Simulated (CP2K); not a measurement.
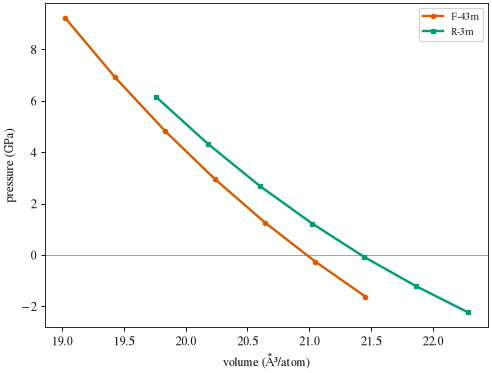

Method: DFT in Gaussian orbitals with a plane-wave density, no spin polarisation; energies at scaled volumes of the given cell, shape and fractions fixed, counted from the fit's minimum, third-order Birch-Murnaghan fit (CP2K 2026.2). Level: PBE.

k mesh 8×8×8; occupations Fermi–Dirac; smearing width 0.05 eV; potentials GTH PBE with UZH TZVP basis; density cutoff 6123 eV.

Caption: Pressure against volume, with one curve for each structure, for GaP.

The fitted equilibrium volumes, smallest first, are F-43m 20.977, R-3m 21.421 Å³/atom. The fitted bulk moduli, smallest first, are R-3m 62.5, F-43m 75.8 GPa. For F-43m, the pressure falls from 9.23 GPa at volume 19.03 Å³/atom to −1.62 GPa at 21.45 Å³/atom, and changes sign near 20.98 Å³/atom. For R-3m, the pressure falls from 6.14 GPa at volume 19.76 Å³/atom to −2.24 GPa at 22.29 Å³/atom, and changes sign near 21.42 Å³/atom.
